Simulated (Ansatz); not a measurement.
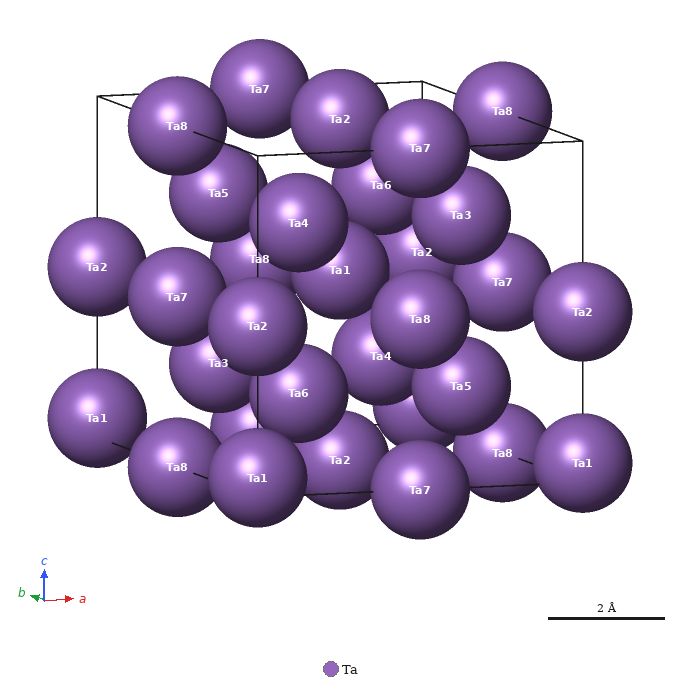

The input geometry of run 1 (spheres-only view of the cell 2 times as large as that of the calculation, set on its symmetry axes, seen slightly off an axis; atoms are numbered from 1 in the order of the input). An atom can appear more than once, as a periodic image.

**Two runs on Ta**

System: Ta (8 atoms in the cell).
Method of run 1: DFT r2SCAN, scalar-relativistic, plane waves, PAW, no spin polarisation (Ansatz 0.2.0).

The structure derives from an entry of the Crystallography Open Database. Text and figures count atoms from 1; the logs count them from 0 in places.

**The input, run 1**
```yaml
crystal:
  lattice:
    - [-4.2078571111, 4.2078571111, 0.0]
    - [-4.2078571111, 0.0, 4.2078571111]
    - [0.0, 4.2078571111, 4.2078571111]
  atoms:
    - { symbol: Ta, position: [-0.0567149816, 0.0, 0.0] }
    - { symbol: Ta, position: [0.5, 0.0, 0.0] }
    - { symbol: Ta, position: [0.0, 0.5, 0.0] }
    - { symbol: Ta, position: [0.0, 0.0, 0.5] }
    - { symbol: Ta, position: [0.5, 0.5, 0.0] }
    - { symbol: Ta, position: [0.5, 0.0, 0.5] }
    - { symbol: Ta, position: [0.0, 0.5, 0.5] }
    - { symbol: Ta, position: [0.5, 0.5, 0.5] }
basis:
  ecutwfc: 500
kpoints:
  mp_grid: { grid: [12, 12, 12] }
hamiltonian:
  xc: r2scan
scf:
  occupations: { method: gaussian, width: 0.15 }
output:
  forces: true
  stress: true
  eigenvalues: true
```

Launched with:
```bash
ansatz run input.yaml --threads 1 --pin off --max-ram 2560MiB --backend cpu --events-out ev --progress --plain --runs-dir out
```

Hardware: 1 thread of AMD EPYC (Zen 5), 32 GiB of memory available, shared host.

**Output, shortened to warnings, some set-up lines, iterations and results (run 1)**
```
Basis set: ecut = 500 eV, 3767 PW (Γ), exchange–correlation on 180×180×180 points (64 copies of the dense FFT grid, shifted against one another)
Symmetry: 4 space group operations
k-points: 280 of 1728 (time reversal used)
Initial density: superposition of atomic densities (neutral atoms: chi_scale 0, normalization atom), corrected by the library's trained network
[...]
SCF iter   1: F=—  HF=-79552.001353 eV  |F-HF|=—  |Δ(HF+E_count)|=         —  Δρ=7.09e-3  dr2=3.52e-2  dr2_τ=1.32e-1  ethr=1.77e-3  ⟨swp⟩=5.7  Hψ=70102  notcnv=0
SCF iter   2: F=—  HF=-79552.146403 eV  |F-HF|=—  |Δ(HF+E_count)|=   1.45e-1  Δρ=4.94e-3  dr2=1.90e-2  dr2_τ=2.60e-3  ethr=3.38e-5  ⟨swp⟩=2.0  Hψ=31989  notcnv=0
SCF iter   3: F=—  HF=-79552.156683 eV  |F-HF|=—  |Δ(HF+E_count)|=   1.03e-2  Δρ=5.70e-4  dr2=8.74e-4  dr2_τ=3.04e-4  ethr=1.83e-5  ⟨swp⟩=3.0  Hψ=33609  notcnv=0
SCF iter   4: F=—  HF=-79552.156715 eV  |F-HF|=—  |Δ(HF+E_count)|=   3.23e-5  Δρ=3.40e-4  dr2=7.54e-5  dr2_τ=2.71e-5  ethr=8.41e-7  ⟨swp⟩=2.0  Hψ=22624  notcnv=0
SCF iter   5: F=—  HF=-79552.156925 eV  |F-HF|=—  |Δ(HF+E_count)|=   2.10e-4  Δρ=9.28e-5  dr2=1.26e-5  dr2_τ=1.44e-6  ethr=7.25e-8  ⟨swp⟩=2.0  Hψ=22786  notcnv=0
SCF iter   6: F=—  HF=-79552.156925 eV  |F-HF|=—  |Δ(HF+E_count)|=   4.50e-7  Δρ=2.88e-5  dr2=1.56e-6  dr2_τ=1.36e-7  ethr=1.21e-8  ⟨swp⟩=2.0  Hψ=22134  notcnv=0
SCF iter   7: F=—  HF=-79552.156925 eV  |F-HF|=—  |Δ(HF+E_count)|=   6.07e-8  Δρ=8.76e-6  dr2=1.80e-7  dr2_τ=2.17e-8  ethr=1.50e-9  ⟨swp⟩=2.0  Hψ=22749  notcnv=0
SCF iter   8: F=-79552.156925 eV  HF=-79552.156925 eV  |F-HF|=1.62e-9  |Δ(HF+E_count)|=  2.91e-10  Δρ=2.72e-6  dr2=9.18e-9  dr2_τ=1.99e-9  ethr=9.62e-11  ⟨swp⟩=10.1  Hψ=62545 …
SCF 1 converged in 8 iterations: F = -79552.156925 eV  dr2 = 9.18e-9
SCF converged after 8 iterations
Free energy (F): -79552.156925 eV
Harris-Foulkes:  -79552.156925 eV  (|F-HF|=1.62e-9)
Internal energy: -79552.054972 eV  (E = F + TS)
E sigma→0 (E₀):  -79552.105949 eV
Entropy (-TS):   -0.101953 eV (-12.744 meV/atom)
Fermi energy:    18.201134 eV
--- Per-component energies (eV) ---
  E_band       = -1006.790236
  E_kinetic    = 2930.238791
  E_local      = -4587.720279  (includes V_loc(G=0)·N_el)
  E_nonlocal   = 116.321698
  E_hartree    = 1589.380670
  E_xc         = -1633.124515
  E_vxc        = -1772.596015  (∫ρ·V_xc dr)
  E_paw        = -67382.127770  (= ΣΔE_a)
  E_vpaw       = -960.880872  (= ΣTr[D̂ρ^β])
  E_aug_tail   = 0.000669  (compensation charges beyond the density's cutoff)
  E_vtau       = 89.085105  (kinetic-family band-sum trace: ∫τ·v_τ [+ j·A + Jᵃ·Aᵃ] dr)
  E_ewald      = -10578.973994
  E_core_change = -6.050242  (= ΣΔE_core)
  E_smearing   = -0.101953  (= −TS)
  E_closure    = 0.000000  (closes the sum)
  Σ components = -79552.156925   (vs F -79552.156925, Δ=0.00e0)
--- Forces (eV/Å), atoms counted from 1 ---
  atom   1  Ta    -2.05813186     2.05813186     0.00000000
  atom   2  Ta     1.62228833    -1.62228833     0.00000000
  atom   3  Ta     0.44424177     0.02748275    -0.77500993
  atom   4  Ta    -0.02748275    -0.44424177    -0.77500993
  atom   5  Ta    -0.02748275    -0.44424177     0.77500993
  atom   6  Ta     0.44424177     0.02748275     0.77500993
  atom   7  Ta    -0.35065457     0.35065457     0.00000000
  atom   8  Ta    -0.04702782     0.04702782     0.00000000
  max |Σ_I F_I| component: 7.88e-6 eV/Å
--- Stress (GPa, compression-positive) ---
        1.512319      -0.126353       0.000000
       -0.126353       1.512319       0.000000
        0.000000       0.000000       1.700573
  P = ⅓ Tr σ = 1.5751 GPa (15.751 kbar)
```

The input of run 2 differs as follows (lines with − go, lines with + come):
```diff
-    - { symbol: Ta, position: [-0.0567149816, 0.0, 0.0] }
+    - { symbol: Ta, position: [0.0756199755, 0.0, 0.0] }
```

How does run 2 compare with run 1?

With the same functional and potentials, run 2 lies 47.5 meV per atom higher. The pressure goes from 1.58 to 2.71 GPa. The largest force goes from 2.911 to 3.842 eV/Å. The number of SCF iterations is the same.

**Output, shortened to warnings, some set-up lines, iterations and results (run 2)**
```
Basis set: ecut = 500 eV, 3767 PW (Γ), exchange–correlation on 180×180×180 points (64 copies of the dense FFT grid, shifted against one another)
Symmetry: 4 space group operations
k-points: 280 of 1728 (time reversal used)
Initial density: superposition of atomic densities (neutral atoms: chi_scale 0, normalization atom), corrected by the library's trained network
[...]
SCF iter   1: F=—  HF=-79551.617332 eV  |F-HF|=—  |Δ(HF+E_count)|=         —  Δρ=7.34e-3  dr2=3.96e-2  dr2_τ=1.35e-1  ethr=1.77e-3  ⟨swp⟩=5.7  Hψ=70488  notcnv=0
SCF iter   2: F=—  HF=-79551.766393 eV  |F-HF|=—  |Δ(HF+E_count)|=   1.49e-1  Δρ=5.03e-3  dr2=1.90e-2  dr2_τ=2.67e-3  ethr=3.81e-5  ⟨swp⟩=2.1  Hψ=32542  notcnv=0
SCF iter   3: F=—  HF=-79551.777198 eV  |F-HF|=—  |Δ(HF+E_count)|=   1.08e-2  Δρ=8.87e-4  dr2=2.99e-3  dr2_τ=7.14e-4  ethr=1.83e-5  ⟨swp⟩=2.7  Hψ=31094  notcnv=0
SCF iter   4: F=—  HF=-79551.776988 eV  |F-HF|=—  |Δ(HF+E_count)|=   2.10e-4  Δρ=4.04e-4  dr2=8.95e-5  dr2_τ=3.60e-5  ethr=2.88e-6  ⟨swp⟩=2.0  Hψ=22097  notcnv=0
SCF iter   5: F=—  HF=-79551.777221 eV  |F-HF|=—  |Δ(HF+E_count)|=   2.33e-4  Δρ=1.07e-4  dr2=1.88e-5  dr2_τ=1.67e-6  ethr=8.60e-8  ⟨swp⟩=2.1  Hψ=23537  notcnv=0
SCF iter   6: F=—  HF=-79551.777222 eV  |F-HF|=—  |Δ(HF+E_count)|=   1.12e-6  Δρ=3.50e-5  dr2=4.37e-6  dr2_τ=5.97e-7  ethr=1.80e-8  ⟨swp⟩=2.0  Hψ=22597  notcnv=0
SCF iter   7: F=—  HF=-79551.777222 eV  |F-HF|=—  |Δ(HF+E_count)|=   2.50e-7  Δρ=1.06e-5  dr2=1.87e-7  dr2_τ=1.30e-8  ethr=4.20e-9  ⟨swp⟩=2.0  Hψ=22223  notcnv=0
SCF iter   8: F=-79551.777222 eV  HF=-79551.777222 eV  |F-HF|=1.01e-8  |Δ(HF+E_count)|=   8.77e-9  Δρ=3.39e-6  dr2=2.14e-8  dr2_τ=7.40e-9  ethr=9.62e-11  ⟨swp⟩=10.7  Hψ=65458 …
SCF 1 converged in 8 iterations: F = -79551.777222 eV  dr2 = 2.14e-8
SCF converged after 8 iterations
Free energy (F): -79551.777222 eV
Harris-Foulkes:  -79551.777222 eV  (|F-HF|=1.01e-8)
Internal energy: -79551.671134 eV  (E = F + TS)
E sigma→0 (E₀):  -79551.724178 eV
Entropy (-TS):   -0.106088 eV (-13.261 meV/atom)
Fermi energy:    18.192665 eV
--- Per-component energies (eV) ---
  E_band       = -1006.725731
  E_kinetic    = 2932.219164
  E_local      = -4632.388172  (includes V_loc(G=0)·N_el)
  E_nonlocal   = 117.644275
  E_hartree    = 1610.703990
  E_xc         = -1633.499496
  E_vxc        = -1773.333335  (∫ρ·V_xc dr)
  E_paw        = -67382.664710  (= ΣΔE_a)
  E_vpaw       = -961.536216  (= ΣTr[D̂ρ^β])
  E_aug_tail   = 0.000675  (compensation charges beyond the density's cutoff)
  E_vtau       = 89.259783  (kinetic-family band-sum trace: ∫τ·v_τ [+ j·A + Jᵃ·Aᵃ] dr)
  E_ewald      = -10557.636618
  E_core_change = -6.050242  (= ΣΔE_core)
  E_smearing   = -0.106088  (= −TS)
  E_closure    = 0.000000  (closes the sum)
  Σ components = -79551.777222   (vs F -79551.777222, Δ=0.00e0)
--- Forces (eV/Å), atoms counted from 1 ---
  atom   1  Ta     2.71699642    -2.71699642     0.00000000
  atom   2  Ta    -2.34500325     2.34500325     0.00000000
  atom   3  Ta    -0.51564824    -0.06368278     0.91699638
  atom   4  Ta     0.06368278     0.51564824     0.91699638
  atom   5  Ta     0.06368278     0.51564824    -0.91699638
  atom   6  Ta    -0.51564824    -0.06368278    -0.91699638
  atom   7  Ta     0.42909315    -0.42909315     0.00000000
  atom   8  Ta     0.10285790    -0.10285790     0.00000000
  max |Σ_I F_I| component: 1.33e-5 eV/Å
--- Stress (GPa, compression-positive) ---
        2.616635      -0.042736       0.000000
       -0.042736       2.616635       0.000000
        0.000000       0.000000       2.905546
  P = ⅓ Tr σ = 2.7129 GPa (27.129 kbar)
```

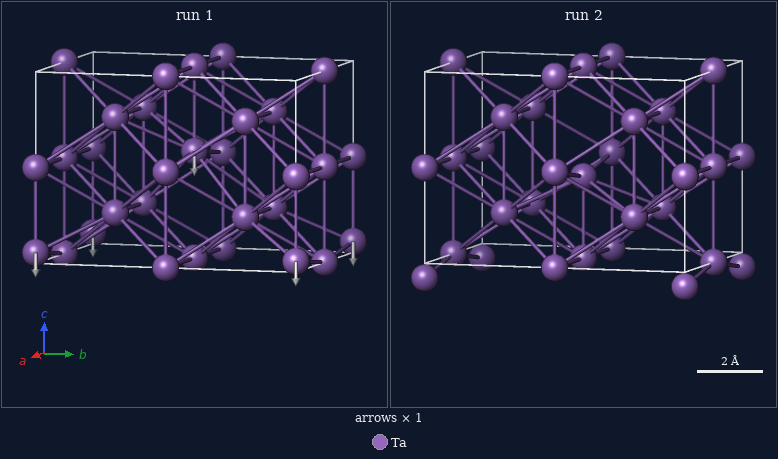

The two input geometries at one scale (ball-and-stick view of the cell 2 times as large as that of the calculation, set on its symmetry axes, seen slightly off an axis). The white arrows on the first give the shifts of the atoms relative to the cell, at true length. The largest move is that of a Ta atom, 0.79 Å. The lattice vectors keep their values. Among the contacts that change: Ta–Ta 3.313 → 2.525 Å, Ta–Ta 2.638 → 3.425 Å, Ta–Ta 2.822 → 3.224 Å, Ta–Ta 3.158 → 2.778 Å.

**The two runs side by side**

| quantity | run 1 | run 2 |
| --- | --- | --- |
| outcome | converged | converged |
| free energy per atom (eV) | −9944.0196 | −9943.9722 |
| energy per atom, smearing taken to zero (eV) | −9944.0132 | −9943.9655 |
| gap on the mesh (eV) | 0.00 | 0.00 |
| pressure (GPa) | 1.58 | 2.71 |
| largest force (eV/Å) | 2.911 | 3.842 |
| SCF iterations | 8 | 8 |
| irreducible k-points | 280 | 280 |
| plane waves at Γ | 3767 | 3767 |
| wall time (shared host) | 2 min | 2.1 min |

For both runs: Spin–orbit coupling is left out, which matters for Ta.
